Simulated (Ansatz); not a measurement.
# How the conductance of NiSi2/Si/CoSi2 changes with thickness, part 5 of 7

Aim: the conductance of NiSi2/Si/CoSi2 junctions as the barrier thickens. The lower electrode is NiSi2 fluorite(111) turned by 180 degrees (type B), the upper one CoSi2 fluorite(111) turned by 180 degrees (type B); the barrier is Si diamond(111) (whole bilayers). In the first transport cell, after relaxation, the nearest pair of electrode and barrier is Si–Si at 2.37 Å, along the normal, at the lower face and Si–Si at 2.39 Å, along the normal, at the upper one. All share a net of side 3.84 Å, which strains the lower electrode by +0.0 %, the upper one by +1.3 % and the barrier by -0.7 %, against typed lattice constants near PBE's. The first steps treat the bulk electrodes alone.

Ansatz 0.2.0; PBE DFT, plane waves, PAW files (the session's first sound run).

So far, transmission at the Fermi level (a spin, zone mean): step 5 (T(E) of the junction) 0.0759. Also channels of the lower lead: step 5 1.16.

## (6) Conductance on a fine mesh, atomic planes in the barrier 4, gap between the electrodes 8.73 Å

Level of this step: PBE DFT, plane waves, PAW files; ballistic transmission by layer matching between semi-infinite leads (Ansatz).

System of this step: NiSi2/Si/CoSi2. The cell holds 55 atoms: 38 Si, 8 Ni and 9 Co. Cell: a = 3.840 Å, b = 3.840 Å, c = 73.406 Å, α = 90.0°, β = 90.0°, γ = 120.0°. Regions: left electrode, 25 atoms (17 Si and 8 Ni); barrier, 4 atoms (4 Si); right electrode, 26 atoms (17 Si and 9 Co). Vacuum lies along c.

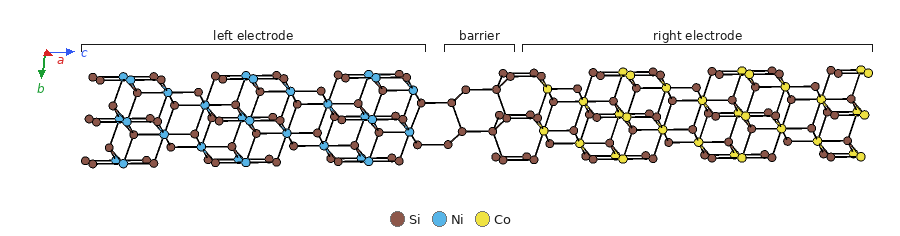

The cell of this step (silicon brown, nickel blue, cobalt yellow). 1×2×1 cells are drawn. Some periodic images of atoms are drawn too.

The conductance needs T(E) within ten thermal energies of the Fermi level, on steps under 1.5 kT, and a finer mesh (24×24), since the current can rest on few wavevectors.

The input, input.yaml:

```yaml
crystal:
  lattice:
    - [3.84, 0.0, 0.0]
    - [-1.92, 3.3255375505, 0.0]
    - [0.0, 0.0, 73.4064270011]
  atoms:
    - { symbol: Si, position: [0.0, 0.0, 0.0953594976] }
    - { symbol: Si, position: [0.33333333, 0.66666667, 0.1166344349] }
    - { symbol: Ni, position: [0.0, 0.0, 0.127539679] }
    - { symbol: Si, position: [0.66666667, 0.33333333, 0.138444923] }
    - { symbol: Si, position: [0.0, 0.0, 0.1597198603] }
    - { symbol: Ni, position: [0.66666667, 0.33333333, 0.1706251043] }
    - { symbol: Si, position: [0.33333333, 0.66666667, 0.1815303484] }
    - { symbol: Si, position: [0.66666667, 0.33333333, 0.2028052857] }
    - { symbol: Ni, position: [0.33333333, 0.66666667, 0.2137105297] }
    - { symbol: Si, position: [0.0, 0.0, 0.2246157737] }
    - { symbol: Si, position: [0.33333333, 0.66666667, 0.245890711] }
    - { symbol: Ni, position: [0.0, 0.0, 0.2567959551] }
    - { symbol: Si, position: [0.66666667, 0.33333333, 0.2677011991] }
    - { symbol: Si, position: [0.0, 0.0, 0.2889761364] }
    - { symbol: Ni, position: [0.66666667, 0.33333333, 0.2998813804] }
    - { symbol: Si, position: [0.33333333, 0.66666667, 0.3107866245] }
    - { symbol: Si, position: [0.66666667, 0.33333333, 0.3320615618] }
    - { symbol: Ni, position: [0.33333333, 0.66666667, 0.3429668058] }
    - { symbol: Si, position: [0.0, 0.0, 0.3538720498] }
    - { symbol: Si, position: [0.33333333, 0.66666667, 0.3751469872] }
    - { symbol: Ni, position: [0.0, 0.0, 0.3860522312] }
    - { symbol: Si, position: [0.66666667, 0.33333333, 0.3969574752] }
    - { symbol: Si, position: [0.0, 0.0, 0.4182324125] }
    - { symbol: Ni, position: [0.66666667, 0.33333333, 0.4291376566] }
    - { symbol: Si, position: [0.33333333, 0.66666667, 0.4413474871] }
    - { symbol: Si, position: [0.33333333, 0.66666667, 0.4736445995] }
    - { symbol: Si, position: [0.66666667, 0.33333333, 0.4845270836] }
    - { symbol: Si, position: [0.66666667, 0.33333333, 0.5168371001] }
    - { symbol: Si, position: [0.0, 0.0, 0.5276410265] }
    - { symbol: Si, position: [0.0, 0.0, 0.5602070936] }
    - { symbol: Co, position: [0.66666667, 0.33333333, 0.5705532122] }
    - { symbol: Si, position: [0.33333333, 0.66666667, 0.5807196924] }
    - { symbol: Si, position: [0.66666667, 0.33333333, 0.6021476432] }
    - { symbol: Co, position: [0.33333333, 0.66666667, 0.6123141235] }
    - { symbol: Si, position: [0.0, 0.0, 0.6224806037] }
    - { symbol: Si, position: [0.33333333, 0.66666667, 0.6439085545] }
    - { symbol: Co, position: [0.0, 0.0, 0.6540750347] }
    - { symbol: Si, position: [0.66666667, 0.33333333, 0.664241515] }
    - { symbol: Si, position: [0.0, 0.0, 0.6856694658] }
    - { symbol: Co, position: [0.66666667, 0.33333333, 0.695835946] }
    - { symbol: Si, position: [0.33333333, 0.66666667, 0.7060024262] }
    - { symbol: Si, position: [0.66666667, 0.33333333, 0.7274303771] }
    - { symbol: Co, position: [0.33333333, 0.66666667, 0.7375968573] }
    - { symbol: Si, position: [0.0, 0.0, 0.7477633375] }
    - { symbol: Si, position: [0.33333333, 0.66666667, 0.7691912883] }
    - { symbol: Co, position: [0.0, 0.0, 0.7793577686] }
    - { symbol: Si, position: [0.66666667, 0.33333333, 0.7895242488] }
    - { symbol: Si, position: [0.0, 0.0, 0.8109521996] }
    - { symbol: Co, position: [0.66666667, 0.33333333, 0.8211186798] }
    - { symbol: Si, position: [0.33333333, 0.66666667, 0.8312851601] }
    - { symbol: Si, position: [0.66666667, 0.33333333, 0.8527131109] }
    - { symbol: Co, position: [0.33333333, 0.66666667, 0.8628795911] }
    - { symbol: Si, position: [0.0, 0.0, 0.8730460713] }
    - { symbol: Si, position: [0.33333333, 0.66666667, 0.8944740222] }
    - { symbol: Co, position: [0.0, 0.0, 0.9046405024] }
kpoints:
  mp_grid: { grid: [8, 8, 1] }
scf:
  occupations: { method: fermi_dirac, width: 0.1 }
  max_iter: 150
hamiltonian:
  xc: pbe
output:
  transmission:
    kmesh: [24, 24]
    e_range: [-0.26, 0.27]
    de: 0.0375
    leads: [[10, 13], [41, 44]]
```

Launch:

```bash
$ ansatz run input.yaml --threads 8 --pin off --max-ram 24576MiB --backend cpu --events-out ev --progress --plain --runs-dir out
```

Numbers of over 12 decimals in the logs are rounded to 6 here.

Output:

```text
[...]
Crystal: 55 atoms, lattice volume = 937.405 Å³
Basis set: ecut = 420 eV, 18269 PW (Γ)
Bands: 280, of which v1, the nominal top of the filled ones, is band 225 counted from 1 (224 counted from 0)
Symmetry: 6 space group operations
[...]
k-points: 10 of 64 (time reversal used)
[...]
SCF iter   1: F=—  HF=-117030.451639 eV  |F-HF|=—  |Δ(HF+E_count)|=         —  Δρ=1.14e-2  dr2=2.18e1  ethr=1.77e-3  ⟨swp⟩=8.6  Hψ=14245  notcnv=0  defer=109
[...]
SCF iter  13: F=-117030.243141 eV  HF=-117030.243141 eV  |F-HF|=6.85e-8  |Δ(HF+E_count)|=   9.33e-8  Δρ=2.37e-6  dr2=7.61e-8  ethr=2.23e-11  ⟨swp⟩=20.1  Hψ=11493  notcnv=0
SCF 1 converged in 13 iterations: F = -117030.243141 eV  dr2 = 7.61e-8
[...]
transmission: 326 of 3233 steps passed
transmission: 652 of 3233 steps passed
[...]
transmission: 3233 of 3233 steps passed
SCF converged after 13 iterations
Free energy (F): -117030.243141 eV
[...]
Internal energy: -117029.589246 eV  (E = F + TS)
E sigma→0 (E₀):  -117029.916193 eV
Entropy (-TS):   -0.653895 eV (-11.889 meV/atom)
Fermi energy:    8.788060 eV
[...]
--- Band table (eV; the first three rows and the last of 10) ---
  k-point 0: bands = [... 221 lower, 10.0533, 10.0649, 10.2222, 10.2222, 10.2294, 10.4459, 10.4473, 10.4473, ... 51 higher]
  k-point 1: bands = [... 221 lower, 9.6487, 9.6969, 9.7286, 9.7898, 9.8855, 9.9142, 9.9703, 10.1466, ... 51 higher]
  k-point 2: bands = [... 221 lower, 8.8156, 8.9186, 8.9812, 9.0202, 9.0644, 9.2595, 9.2641, 9.4498, ... 51 higher]
  k-point 9: bands = [... 221 lower, 7.9807, 8.1095, 8.2012, 8.2327, 8.2982, 8.3134, 8.3463, 8.3691, ... 51 higher]
--- Transmission ---
  basis      : 109 plane waves across, 53 finite elements along
  points     : 61, standing for a mesh of 24 x 24
  filling    : by the input's occupations and mesh, since the crystals that have channels conduct as metals do. If one of these is a semiconductor, that mesh has misplaced its level
[...]
filled         : 22.2 meV under the level at which it is neutral
    channels       : 1.060764e0 a spin
    conductance    : 6.3042e14 S/m² at 300 K; may be off by some 0.0 % by where its bands' edges are placed, 5.6 % from the k-mesh, 1.1 % from the distance to neutral
    slowest decay  : 0.0349 /Å at (0.2083, 0.1667)
[...]
filled         : 12.5 meV over the level at which it is neutral
    channels       : 1.369792e0 a spin
[...]
slowest decay  : 0.1117 /Å at (0.4167, 0.0833)
  junction   : crystal 0 to crystal 1, 20.43 to 52.61 Å
    transmission   : 1.236903e-1 a spin
    conductance    : 7.5527e13 S/m² at 300 K (7.9078e13 on every other point, 7.5343e13 on every other energy)
    error estimate : 0.2 % from the energy spacing and 0.1 % from band edges of the leads and from resonances (wavevectors taken as independent; lower de), 13.2 % from the k-mesh, 6.3 % from the steps of its leads' Hamiltonians or their offsets (lay more layers), 2.6 % from the distance to neutral
    resistance     : 1.1828e-2 Ω µm² beyond half of each lead's own
```

It took 3.3 min on 8 threads of Arm Neoverse V2, shared host; peak memory 9.2 GiB; 21 min of CPU time.

Numbers from this step:

- free energy: -117030.2431 eV
- Fermi energy: 8.788 eV
- transmission at the Fermi level (a spin, zone mean): 0.1237
- channels of the lower lead: 1.061
- channels of the upper lead: 1.370
- potential step in the lower lead: 7.1 meV
- ballistic conductance of the lower lead: 6.30e14 S/m²
- potential step in the upper lead: 5.9 meV
- ballistic conductance of the upper lead: 8.07e14 S/m²
- junction conductance: 7.55e13 S/m²
- error estimates by source, in the log's order: 0.2, 0.1, 13.2, 6.3, 2.6 %
- resistance-area product beyond the leads: 0.01183 Ω um²

One spin. Table of transmission, zone mean by energy, zero at the Fermi level:

| energy (eV) | transmission, zone mean |
| --- | --- |
| -0.260 | 0.111 |
| -0.223 | 0.131 |
| -0.185 | 0.141 |
| -0.147 | 0.145 |
| -0.110 | 0.137 |
| -0.072 | 0.125 |
| -0.035 | 0.136 |
| 0.003 | 0.124 |
| 0.040 | 0.113 |
| 0.077 | 0.114 |
| 0.115 | 0.128 |
| 0.152 | 0.133 |
| 0.190 | 0.131 |
| 0.228 | 0.135 |
| 0.265 | 0.131 |

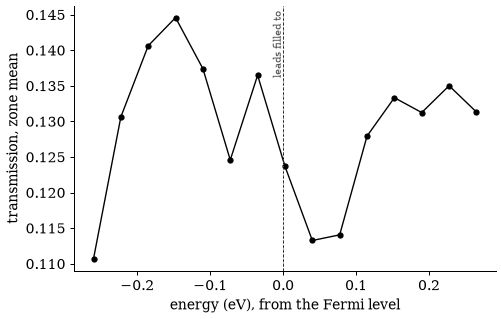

Transmission, zone mean against energy.

One spin. Open channels, zone mean against energy, zero at the Fermi level:

| energy (eV) | lower lead | upper lead |
| --- | --- | --- |
| -0.260 | 0.821 | 1.60 |
| -0.223 | 0.852 | 1.55 |
| -0.185 | 0.894 | 1.47 |
| -0.147 | 0.925 | 1.45 |
| -0.110 | 1.01 | 1.42 |
| -0.072 | 1.03 | 1.37 |
| -0.035 | 1.03 | 1.35 |
| 0.003 | 1.06 | 1.37 |
| 0.040 | 1.06 | 1.26 |
| 0.077 | 1.08 | 1.23 |
| 0.115 | 1.13 | 1.21 |
| 0.152 | 1.15 | 1.20 |
| 0.190 | 1.19 | 1.20 |
| 0.228 | 1.24 | 1.17 |
| 0.265 | 1.28 | 1.12 |

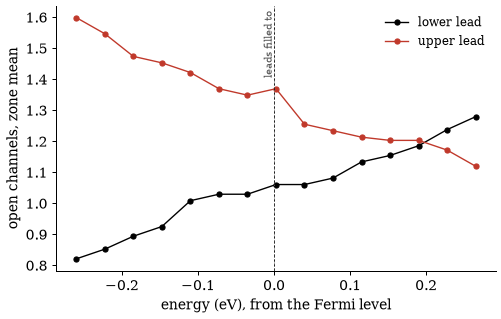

Open channels, zone mean against energy.

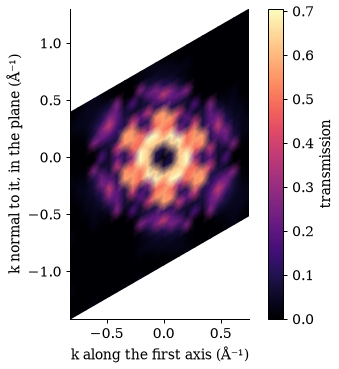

Transmission over k1 and k2. At 0.0025 eV from the Fermi level.

G = 7.6e13 S/m² (1/G = 0.0132 Ω µm²). The largest error estimate is 13 %, from the mesh across the current. In the worse lead the potential repeats within 7.1 meV, which the program lets pass, though it still puts 6.3 % of error on the junction's conductance through them. By hand, Landauer's formula with T at one energy: G = (e²/h) ΣT / A = 3.874e-5 S × 0.247 / 12.77 Å² = 7.5e13 S/m², with T summed over both spins. The printed value averages T over the Fermi window and is 1.0 times this.

## (7) Conductance on a fine mesh, 57 atoms

System of this step: NiSi2/Si/CoSi2. The cell holds 57 atoms: 40 Si, 8 Ni and 9 Co. Cell: a = 3.840 Å, b = 3.840 Å, c = 76.580 Å, α = 90.0°, β = 90.0°, γ = 120.0°. Regions: left electrode, 25 atoms (17 Si and 8 Ni); barrier, 6 atoms (6 Si); right electrode, 26 atoms (17 Si and 9 Co). Vacuum lies along c.

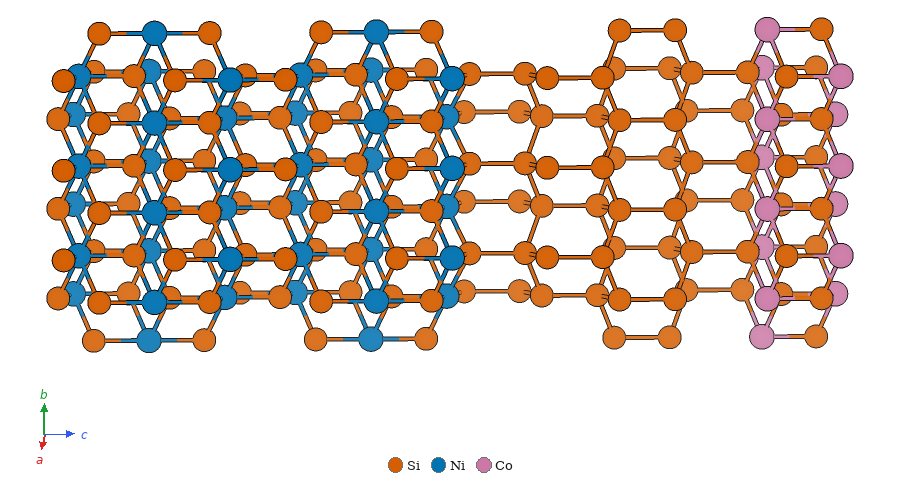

The cell of this step (silicon orange, nickel blue, cobalt pink). Drawn is a stretch of 33 Å of the 63 Å that the atoms span along c, seen along the normal of the bc plane, with neighbouring cells across it.

Barrier layers are added or taken out in the middle, and the relaxed faces stay.

The input, input.yaml:

```yaml
crystal:
  lattice:
    - [3.84, 0.0, 0.0]
    - [-1.92, 3.3255375505, 0.0]
    - [0.0, 0.0, 76.58001516]
  atoms:
    - { symbol: Si, position: [0.0, 0.0, 0.0914076601] }
    - { symbol: Si, position: [0.33333333, 0.66666667, 0.1118009329] }
    - { symbol: Ni, position: [0.0, 0.0, 0.1222542476] }
    - { symbol: Si, position: [0.66666667, 0.33333333, 0.1327075623] }
    - { symbol: Si, position: [0.0, 0.0, 0.153100835] }
    - { symbol: Ni, position: [0.66666667, 0.33333333, 0.1635541497] }
    - { symbol: Si, position: [0.33333333, 0.66666667, 0.1740074644] }
    - { symbol: Si, position: [0.66666667, 0.33333333, 0.1944007372] }
    - { symbol: Ni, position: [0.33333333, 0.66666667, 0.2048540519] }
    - { symbol: Si, position: [0.0, 0.0, 0.2153073666] }
    - { symbol: Si, position: [0.33333333, 0.66666667, 0.2357006393] }
    - { symbol: Ni, position: [0.0, 0.0, 0.246153954] }
    - { symbol: Si, position: [0.66666667, 0.33333333, 0.2566072687] }
    - { symbol: Si, position: [0.0, 0.0, 0.2770005414] }
    - { symbol: Ni, position: [0.66666667, 0.33333333, 0.2874538562] }
    - { symbol: Si, position: [0.33333333, 0.66666667, 0.2979071709] }
    - { symbol: Si, position: [0.66666667, 0.33333333, 0.3183004436] }
    - { symbol: Ni, position: [0.33333333, 0.66666667, 0.3287537583] }
    - { symbol: Si, position: [0.0, 0.0, 0.339207073] }
    - { symbol: Si, position: [0.33333333, 0.66666667, 0.3596003457] }
    - { symbol: Ni, position: [0.0, 0.0, 0.3700536605] }
    - { symbol: Si, position: [0.66666667, 0.33333333, 0.3805069752] }
    - { symbol: Si, position: [0.0, 0.0, 0.4009002479] }
    - { symbol: Ni, position: [0.66666667, 0.33333333, 0.4113535626] }
    - { symbol: Si, position: [0.33333333, 0.66666667, 0.4230573998] }
    - { symbol: Si, position: [0.33333333, 0.66666667, 0.4540160725] }
    - { symbol: Si, position: [0.66666667, 0.33333333, 0.4644475705] }
    - { symbol: Si, position: [0.66666667, 0.33333333, 0.4954186125] }
    - { symbol: Si, position: [0.0, 0.0, 0.5058650404] }
    - { symbol: Si, position: [0.0, 0.0, 0.5368600794] }
    - { symbol: Si, position: [0.33333333, 0.66666667, 0.5472162753] }
    - { symbol: Si, position: [0.33333333, 0.66666667, 0.5784327567] }
    - { symbol: Co, position: [0.0, 0.0, 0.588350117] }
    - { symbol: Si, position: [0.66666667, 0.33333333, 0.5980952834] }
    - { symbol: Si, position: [0.0, 0.0, 0.6186352285] }
    - { symbol: Co, position: [0.66666667, 0.33333333, 0.6283803949] }
    - { symbol: Si, position: [0.33333333, 0.66666667, 0.6381255612] }
    - { symbol: Si, position: [0.66666667, 0.33333333, 0.6586655063] }
    - { symbol: Co, position: [0.33333333, 0.66666667, 0.6684106727] }
    - { symbol: Si, position: [0.0, 0.0, 0.6781558391] }
    - { symbol: Si, position: [0.33333333, 0.66666667, 0.6986957842] }
    - { symbol: Co, position: [0.0, 0.0, 0.7084409506] }
    - { symbol: Si, position: [0.66666667, 0.33333333, 0.7181861169] }
    - { symbol: Si, position: [0.0, 0.0, 0.738726062] }
    - { symbol: Co, position: [0.66666667, 0.33333333, 0.7484712284] }
    - { symbol: Si, position: [0.33333333, 0.66666667, 0.7582163948] }
    - { symbol: Si, position: [0.66666667, 0.33333333, 0.7787563399] }
    - { symbol: Co, position: [0.33333333, 0.66666667, 0.7885015063] }
    - { symbol: Si, position: [0.0, 0.0, 0.7982466727] }
    - { symbol: Si, position: [0.33333333, 0.66666667, 0.8187866178] }
    - { symbol: Co, position: [0.0, 0.0, 0.8285317841] }
    - { symbol: Si, position: [0.66666667, 0.33333333, 0.8382769505] }
    - { symbol: Si, position: [0.0, 0.0, 0.8588168956] }
    - { symbol: Co, position: [0.66666667, 0.33333333, 0.868562062] }
    - { symbol: Si, position: [0.33333333, 0.66666667, 0.8783072284] }
    - { symbol: Si, position: [0.66666667, 0.33333333, 0.8988471735] }
    - { symbol: Co, position: [0.33333333, 0.66666667, 0.9085923399] }
kpoints:
  mp_grid: { grid: [8, 8, 1] }
scf:
  occupations: { method: fermi_dirac, width: 0.1 }
  max_iter: 150
hamiltonian:
  xc: pbe
output:
  transmission:
    kmesh: [24, 24]
    e_range: [-0.26, 0.27]
    de: 0.0375
    leads: [[10, 13], [43, 46]]
```

Output:

```text
[...]
Crystal: 57 atoms, lattice volume = 977.932 Å³
Basis set: ecut = 420 eV, 19059 PW (Γ)
Bands: 286, of which v1, the nominal top of the filled ones, is band 229 counted from 1 (228 counted from 0)
Symmetry: 6 space group operations
[...]
k-points: 10 of 64 (time reversal used)
[...]
SCF iter   1: F=—  HF=-118302.096823 eV  |F-HF|=—  |Δ(HF+E_count)|=         —  Δρ=1.14e-2  dr2=2.74e1  ethr=1.77e-3  ⟨swp⟩=8.9  Hψ=14626  notcnv=0  defer=112
[...]
SCF iter  14: F=-118301.860940 eV  HF=-118301.860940 eV  |F-HF|=3.87e-9  |Δ(HF+E_count)|=   1.43e-8  Δρ=7.48e-7  dr2=5.72e-9  ethr=2.19e-11  ⟨swp⟩=20.5  Hψ=12072  notcnv=0
SCF 1 converged in 14 iterations: F = -118301.860940 eV  dr2 = 5.72e-9
[...]
transmission: 344 of 3416 steps passed
transmission: 688 of 3416 steps passed
[...]
transmission: 3416 of 3416 steps passed
SCF converged after 14 iterations
Free energy (F): -118301.860940 eV
[...]
Internal energy: -118301.200090 eV  (E = F + TS)
E sigma→0 (E₀):  -118301.530515 eV
Entropy (-TS):   -0.660850 eV (-11.594 meV/atom)
Fermi energy:    8.676479 eV
[...]
--- Band table (eV; the first three rows and the last of 10) ---
  k-point 0: bands = [... 225 lower, 9.9424, 9.9424, 10.1128, 10.1128, 10.1177, 10.3317, 10.3360, 10.3360, ... 53 higher]
  k-point 1: bands = [... 225 lower, 9.5384, 9.5868, 9.6188, 9.6854, 9.7838, 9.8037, 9.8341, 10.0389, ... 53 higher]
  k-point 2: bands = [... 225 lower, 8.6998, 8.8103, 8.8702, 8.9141, 8.9511, 9.1498, 9.1520, 9.3494, ... 53 higher]
  k-point 9: bands = [... 225 lower, 7.8789, 7.9996, 8.0896, 8.1217, 8.1869, 8.2019, 8.2350, 8.2606, ... 53 higher]
--- Transmission ---
  basis      : 109 plane waves across, 56 finite elements along
  points     : 61, standing for a mesh of 24 x 24
[...]
filled         : 22.0 meV under the level at which it is neutral
    channels       : 1.060764e0 a spin
[...]
slowest decay  : 0.0352 /Å at (0.2083, 0.1667)
[...]
filled         : 12.3 meV over the level at which it is neutral
    channels       : 1.369792e0 a spin
[...]
slowest decay  : 0.1115 /Å at (0.4167, 0.0833)
  junction   : crystal 0 to crystal 1, 20.43 to 55.79 Å
    transmission   : 6.477057e-2 a spin
[...]
resistance     : 2.3752e-2 Ω µm² beyond half of each lead's own
```

Run time: 4.1 min. Hardware: 8 threads; peak memory 9.5 GiB; 28 min of CPU time.

This step gave:

```yaml
free_energy: -118301.8609 eV
fermi_energy: 8.676 eV
transmission_at_the_fermi_level_a_spin_zone_mean: 0.06477
potential_step_in_the_lower_lead: 7.2 meV
potential_step_in_the_upper_lead: 5.8 meV
junction_conductance: 3.97e13 S/m²
error_estimates_by_source_in_the_log_s_order: 0.4, 0.2, 11.3, 6.2, 3.9 %
resistance_area_product_beyond_the_leads: 0.02375 Ω um²
```

One spin. The transmission, zone mean by energy, zero at the Fermi level:

| energy (eV) | transmission, zone mean |
| --- | --- |
| -0.260 | 0.0527 |
| -0.223 | 0.0663 |
| -0.185 | 0.0701 |
| -0.147 | 0.0787 |
| -0.110 | 0.0735 |
| -0.072 | 0.0682 |
| -0.035 | 0.0767 |
| 0.003 | 0.0648 |
| 0.040 | 0.0578 |
| 0.077 | 0.0566 |
| 0.115 | 0.0649 |
| 0.152 | 0.0683 |
| 0.190 | 0.0646 |
| 0.228 | 0.0633 |
| 0.265 | 0.0614 |

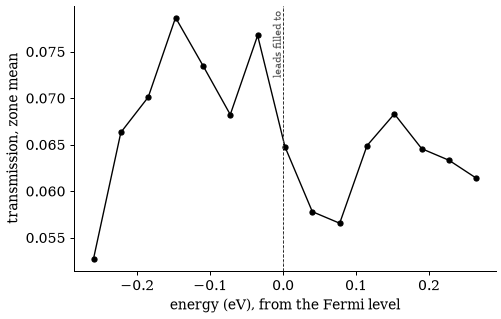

Transmission, zone mean, plotted against energy.

One spin. Open channels, zone mean against energy, zero at the Fermi level:

| energy (eV) | lower lead | upper lead |
| --- | --- | --- |
| -0.260 | 0.821 | 1.60 |
| -0.223 | 0.852 | 1.55 |
| -0.185 | 0.894 | 1.47 |
| -0.147 | 0.925 | 1.45 |
| -0.110 | 1.01 | 1.42 |
| -0.072 | 1.03 | 1.37 |
| -0.035 | 1.03 | 1.35 |
| 0.003 | 1.06 | 1.37 |
| 0.040 | 1.06 | 1.26 |
| 0.077 | 1.08 | 1.23 |
| 0.115 | 1.13 | 1.21 |
| 0.152 | 1.15 | 1.20 |
| 0.190 | 1.19 | 1.20 |
| 0.228 | 1.26 | 1.17 |
| 0.265 | 1.28 | 1.12 |

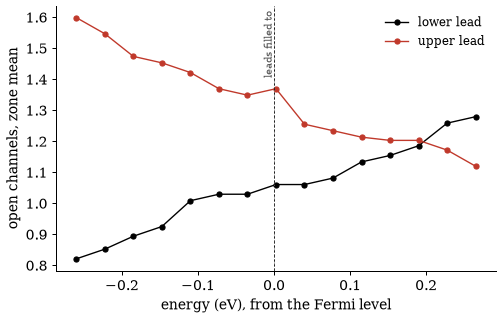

Open channels, zone mean, plotted against energy.

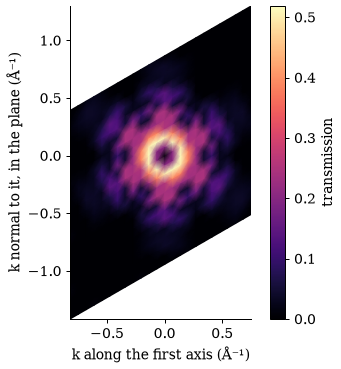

Transmission over k1 and k2. At 0.0025 eV from the Fermi level.

G = 4.0e13 S/m² (1/G = 0.0252 Ω µm²), 0.53 times the step before of this kind. The largest error estimate is 11 %, from the mesh across the current. In the worse lead the potential repeats within 7.2 meV, which the program lets pass, though it still puts 6.2 % of error on the junction's conductance through them.

(Continued in part 6 of 7.)

[Logs are printed without paths, hosts, clocks, repeated set-up lines and the standing remarks that a program may print on its own settings, such as how far it seeks lower states.]

[Hosts, paths, dates, database ids (printed as entryN), source tags and the programs' standing remarks are cut or masked in the printed files.]
